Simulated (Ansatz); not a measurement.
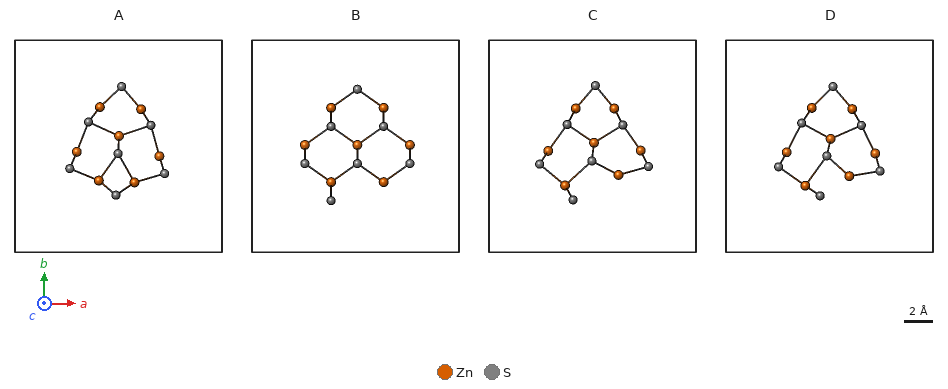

4 geometries from one relaxation of a wire of composition ZnS, in shuffled order. The picture is a ball-and-stick view of the 2 repeat of the cell, with the vacuum cut short, seen along the c axis.

Case: wire along [1 1 0], 14 atoms a period.

Level of theory: DFT PBEsol, scalar-relativistic, plane waves, PAW in Ansatz. (plane-wave cutoff 420 eV; k-point mesh 1 × 1 × 9; occupations gaussian; smearing width 0.05 eV; collinear spin; cell relaxed at fixed a, b, alpha, beta, gamma; force threshold 0.02 eV/Å; at most 45 steps)

> Put them in the order of the run, from the start to the converged end.

B, C, D, A. They are steps 0, 4, 8, 16, at +4.328 eV per cell of the calculation, +1.556 eV per cell of the calculation, +0.818 eV per cell of the calculation relative to the last. After 14 accepted moves (16 points after the start) the energy has fallen by 4.328 eV per cell of the calculation. Largest force component: 2.1 eV/Å at the start, 0.0096 eV/Å at the end. The line search rejected the trial step at point 12 of the run. The SCF was repeated once at an unchanged geometry on a basis and grid sized afresh for the cell, which shifted the energy by 2.1 meV per cell of the calculation at most. An S atom moves most relative to the centre of the atoms: 1.62 Å. Largest moves by element: S 1.62 Å, Zn 1.27 Å. Along the periodic axis the drawn cell goes c 7.574 → 7.411 Å (−2.1 %). Some distances before and after: S–Zn 4.441 → 2.462 Å, S–Zn 2.319 → 2.159 Å, S–Zn 2.319 → 2.462 Å, S–Zn 2.319 → 2.424 Å. New bonds form, among them: S–Zn (4.44 → 2.46 Å). Bond angles that change, for instance: Zn–S–Zn 109.5° → 65.0°, S–Zn–S 109.5° → 136.9°, Zn–S–Zn 109.5° → 82.5°. The program noted that the starting moments weren't kept.
